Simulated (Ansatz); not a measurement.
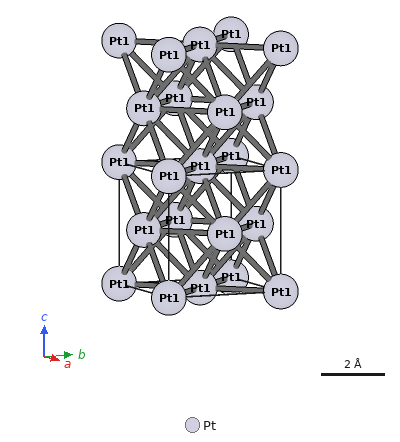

**Figure 1.** The input geometry of run A (ball-and-stick view of the cell 4 times as large as that of the calculation, set on its symmetry axes, repeated 1 × 1 × 2, seen slightly off an axis; atoms are numbered from 1 in the order of the input). An atom can appear more than once, as a periodic image.

**Two runs on Pt**

System: Pt (Fm-3m, 1 atom in the cell).
Method of run A: DFT r2SCAN, scalar-relativistic, plane waves, PAW, no spin polarisation (Ansatz 0.2.0).

The structure derives from an entry of the Crystallography Open Database. Text and figures count atoms from 1; the logs count them from 0 in places.

Input file, run A:
```yaml
crystal:
  lattice:
    - [2.7861568206, 0.0, 0.0]
    - [0.0, 3.9402207625, 0.0]
    - [1.3930784103, 1.9701103813, 1.3930784103]
  atoms:
    - { symbol: Pt, position: [0.0, 0.0, 0.0] }
basis:
  ecutwfc: 500
kpoints:
  mp_grid: { grid: [12, 9, 24] }
hamiltonian:
  xc: r2scan
scf:
  occupations: { method: gaussian, width: 0.1 }
output:
  forces: true
  stress: true
  eigenvalues: true
```

Launched with:
```bash
ansatz run input.yaml --threads 2 --pin off --max-ram 5120MiB --backend cpu --events-out ev --progress --plain --runs-dir out
```

Hardware: 2 threads of Arm Neoverse V1, 24 GiB of memory available, shared host.

Output, shortened to warnings, some set-up lines, iterations and results (run A):
```
Warning: crystal.symmetry: narrowed to the stabiliser of the k-point mesh — unitary ops 48 → 4; excluded 44 operations that carry a point of the 12×9×24 mesh (shift [0, 0, 0]) off the mesh (the run samples exactly the mesh kpoints.mp_grid names, as under crystal.symmetry.detect: false, and its converged state has the mesh's symmetry, not the crystal's; ε∞, the Born charges and the force constants …
Basis set: ecut = 500 eV, 387 PW (Γ), exchange–correlation on 96×120×96 points (64 copies of the dense FFT grid, shifted against one another)
Symmetry: 4 space group operations
k-points: 709 of 2592
Initial density: superposition of atomic densities (neutral atoms: chi_scale 0, normalization atom), corrected by the library's trained network
[...]
SCF iter   1: F=—  HF=-12536.787588 eV  |F-HF|=—  |Δ(HF+E_count)|=         —  Δρ=1.40e-2  dr2=2.26e-2  dr2_τ=1.12e-2  ethr=1.77e-3  ⟨swp⟩=5.0  Hψ=50213  notcnv=0
SCF iter   2: F=—  HF=-12536.791797 eV  |F-HF|=—  |Δ(HF+E_count)|=   4.21e-3  Δρ=6.66e-3  dr2=4.26e-3  dr2_τ=6.68e-4  ethr=1.26e-4  ⟨swp⟩=2.0  Hψ=16280  notcnv=0  defer=4
SCF iter   3: F=—  HF=-12536.792200 eV  |F-HF|=—  |Δ(HF+E_count)|=   4.03e-4  Δρ=1.23e-3  dr2=1.39e-4  dr2_τ=8.94e-6  ethr=2.37e-5  ⟨swp⟩=2.1  Hψ=12104  notcnv=0  defer=4
SCF iter   4: F=—  HF=-12536.792254 eV  |F-HF|=—  |Δ(HF+E_count)|=   5.40e-5  Δρ=2.36e-4  dr2=6.63e-6  dr2_τ=8.54e-7  ethr=7.72e-7  ⟨swp⟩=2.0  Hψ=12640  notcnv=0  defer=4
SCF iter   5: F=—  HF=-12536.792254 eV  |F-HF|=—  |Δ(HF+E_count)|=   6.15e-8  Δρ=5.90e-5  dr2=3.52e-7  dr2_τ=3.81e-8  ethr=3.68e-8  ⟨swp⟩=2.6  Hψ=15454  notcnv=0  defer=4
SCF iter   6: F=-12536.792254 eV  HF=-12536.792254 eV  |F-HF|=1.96e-8  |Δ(HF+E_count)|=   4.47e-8  Δρ=2.16e-5  dr2=3.38e-8  dr2_τ=3.27e-9  ethr=5.56e-10  ⟨swp⟩=5.0  Hψ=41168  …
SCF 1 converged in 6 iterations: F = -12536.792254 eV  dr2 = 3.38e-8
SCF converged after 6 iterations
Free energy (F): -12536.792254 eV
Harris-Foulkes:  -12536.792254 eV  (|F-HF|=1.96e-8)
Internal energy: -12536.783019 eV  (E = F + TS)
E sigma→0 (E₀):  -12536.787636 eV
Entropy (-TS):   -0.009235 eV (-9.235 meV/atom)
Fermi energy:    22.694879 eV
--- Per-component energies (eV) ---
  E_band       = -153.556352
  E_kinetic    = 637.912560
  E_local      = -1484.293692  (includes V_loc(G=0)·N_el)
  E_nonlocal   = 202.043949
  E_hartree    = 552.252216
  E_xc         = -250.197377
  E_vxc        = -337.646066  (∫ρ·V_xc dr)
  E_paw        = -9479.877531  (= ΣΔE_a)
  E_vpaw       = -297.651256  (= ΣTr[D̂ρ^β])
  E_aug_tail   = 0.000152  (compensation charges beyond the density's cutoff)
  E_vtau       = 21.567748  (kinetic-family band-sum trace: ∫τ·v_τ [+ j·A + Jᵃ·Aᵃ] dr)
  E_ewald      = -2714.391800
  E_core_change = -0.231494  (= ΣΔE_core)
  E_smearing   = -0.009235  (= −TS)
  E_closure    = 0.000000  (closes the sum)
  Σ components = -12536.792254   (vs F -12536.792254, Δ=0.00e0)
--- Forces (eV/Å), atoms counted from 1 ---
  atom   1  Pt     0.00000000     0.00000000     0.00000000
  max |Σ_I F_I| component: 0.00e0 eV/Å
--- Stress (GPa, compression-positive) ---
       -0.290743       0.000000       0.000000
        0.000000       0.065348       0.228756
        0.000000       0.228756       0.216303
  P = ⅓ Tr σ = -0.0030 GPa (-0.030 kbar)
```

For run B the input was changed thus:
```diff
+  n_extra_bands: 4
+  convergence: { dr2_threshold: 1.0e-08 }
```

Predict how the results change.

Both reach the same energy, so the change doesn't alter the result. The SCF takes 7 iterations against 6.

Output, shortened to warnings, some set-up lines, iterations and results (run B):
```
Warning: crystal.symmetry: narrowed to the stabiliser of the k-point mesh — unitary ops 48 → 4; excluded 44 operations that carry a point of the 12×9×24 mesh (shift [0, 0, 0]) off the mesh (the run samples exactly the mesh kpoints.mp_grid names, as under crystal.symmetry.detect: false, and its converged state has the mesh's symmetry, not the crystal's; ε∞, the Born charges and the force constants …
Warning: output.stress: scf.convergence.dr2_threshold = 1e-8 eV is looser than the 1e-10 eV advised for a printed stress (1e-10 eV for each atom of the cell: 1). What an SCF threshold leaves in a stress goes as its square root, and in the free energy as the threshold itself, and one threshold admits the most on a small cell: of the crystals measured, under no hybrid functional and no lock of the …
Basis set: ecut = 500 eV, 387 PW (Γ), exchange–correlation on 96×120×96 points (64 copies of the dense FFT grid, shifted against one another)
Symmetry: 4 space group operations
k-points: 709 of 2592
Initial density: superposition of atomic densities (neutral atoms: chi_scale 0, normalization atom), corrected by the library's trained network
[...]
SCF iter   1: F=—  HF=-12536.787588 eV  |F-HF|=—  |Δ(HF+E_count)|=         —  Δρ=1.40e-2  dr2=2.26e-2  dr2_τ=1.12e-2  ethr=1.77e-3  ⟨swp⟩=5.0  Hψ=50213  notcnv=0
SCF iter   2: F=—  HF=-12536.791797 eV  |F-HF|=—  |Δ(HF+E_count)|=   4.21e-3  Δρ=6.66e-3  dr2=4.26e-3  dr2_τ=6.68e-4  ethr=1.26e-4  ⟨swp⟩=2.0  Hψ=16280  notcnv=0  defer=4
SCF iter   3: F=—  HF=-12536.792200 eV  |F-HF|=—  |Δ(HF+E_count)|=   4.03e-4  Δρ=1.23e-3  dr2=1.39e-4  dr2_τ=8.94e-6  ethr=2.37e-5  ⟨swp⟩=2.1  Hψ=12104  notcnv=0  defer=4
SCF iter   4: F=—  HF=-12536.792254 eV  |F-HF|=—  |Δ(HF+E_count)|=   5.40e-5  Δρ=2.36e-4  dr2=6.63e-6  dr2_τ=8.54e-7  ethr=7.72e-7  ⟨swp⟩=2.0  Hψ=12640  notcnv=0  defer=4
SCF iter   5: F=—  HF=-12536.792254 eV  |F-HF|=—  |Δ(HF+E_count)|=   6.15e-8  Δρ=5.90e-5  dr2=3.52e-7  dr2_τ=3.81e-8  ethr=3.68e-8  ⟨swp⟩=2.6  Hψ=15454  notcnv=0  defer=4
SCF iter   6: F=—  HF=-12536.792254 eV  |F-HF|=—  |Δ(HF+E_count)|=   4.46e-8  Δρ=2.15e-5  dr2=3.37e-8  dr2_τ=3.18e-9  ethr=1.95e-9  ⟨swp⟩=2.7  Hψ=13919  notcnv=0  defer=4
SCF iter   7: F=-12536.792254 eV  HF=-12536.792254 eV  |F-HF|=8.39e-10  |Δ(HF+E_count)|=   3.33e-8  Δρ=3.34e-6  dr2=1.35e-9  dr2_τ=1.91e-10  ethr=5.56e-11  ⟨swp⟩=4.4  …
SCF 1 converged in 7 iterations: F = -12536.792254 eV  dr2 = 1.35e-9
SCF converged after 7 iterations
Free energy (F): -12536.792254 eV
Harris-Foulkes:  -12536.792254 eV  (|F-HF|=8.39e-10)
Internal energy: -12536.783019 eV  (E = F + TS)
E sigma→0 (E₀):  -12536.787636 eV
Entropy (-TS):   -0.009235 eV (-9.235 meV/atom)
Fermi energy:    22.694813 eV
--- Per-component energies (eV) ---
  E_band       = -153.557856
  E_kinetic    = 637.913417
  E_local      = -1484.297406  (includes V_loc(G=0)·N_el)
  E_nonlocal   = 202.045053
  E_hartree    = 552.254698
  E_xc         = -250.197446
  E_vxc        = -337.646146  (∫ρ·V_xc dr)
  E_paw        = -9479.878194  (= ΣΔE_a)
  E_vpaw       = -297.651675  (= ΣTr[D̂ρ^β])
  E_aug_tail   = 0.000152  (compensation charges beyond the density's cutoff)
  E_vtau       = 21.567752  (kinetic-family band-sum trace: ∫τ·v_τ [+ j·A + Jᵃ·Aᵃ] dr)
  E_ewald      = -2714.391800
  E_core_change = -0.231494  (= ΣΔE_core)
  E_smearing   = -0.009235  (= −TS)
  E_closure    = 0.000000  (closes the sum)
  Σ components = -12536.792254   (vs F -12536.792254, Δ=0.00e0)
--- Forces (eV/Å), atoms counted from 1 ---
  atom   1  Pt     0.00000000     0.00000000     0.00000000
  max |Σ_I F_I| component: 0.00e0 eV/Å
--- Stress (GPa, compression-positive) ---
       -0.290921       0.000000       0.000000
        0.000000       0.065089       0.228666
        0.000000       0.228666       0.215849
  P = ⅓ Tr σ = -0.0033 GPa (-0.033 kbar)
```

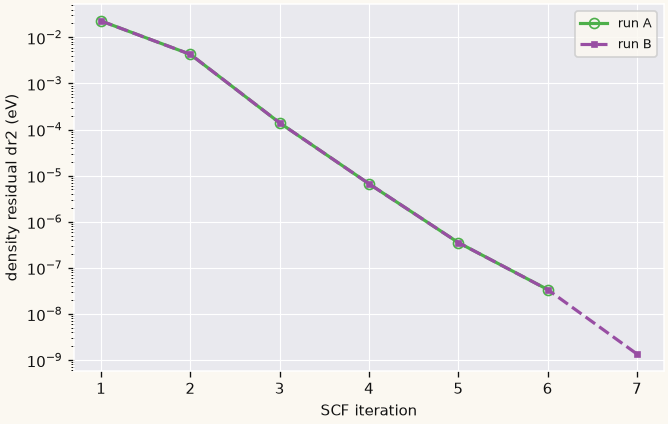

**Figure 2.** Convergence of the two runs: density residual dr2 against the SCF iteration. Run A takes 6 iterations in all, and run B takes 7.

The two runs side by side:

| quantity | run A | run B |
| --- | --- | --- |
| outcome | converged | converged |
| free energy per atom (eV) | −12536.7923 | −12536.7923 |
| energy per atom, smearing taken to zero (eV) | −12536.7876 | −12536.7876 |
| gap on the mesh (eV) | 0.00 | 0.00 |
| pressure (GPa) | 0.00 | 0.00 |
| largest force (eV/Å) | 0.000 | 0.000 |
| SCF iterations | 6 | 7 |
| irreducible k-points | 709 | 709 |
| plane waves at Γ | 387 | 387 |
| wall time (shared host) | 11 s | 11 s |

For both runs: Spin–orbit coupling is left out, which matters for Pt. For run A: Warnings: the k-point mesh lowers the symmetry that the run can use. For run B: Warnings: the SCF threshold is looser than advised for the printed stress; the k-point mesh lowers the symmetry that the run can use.
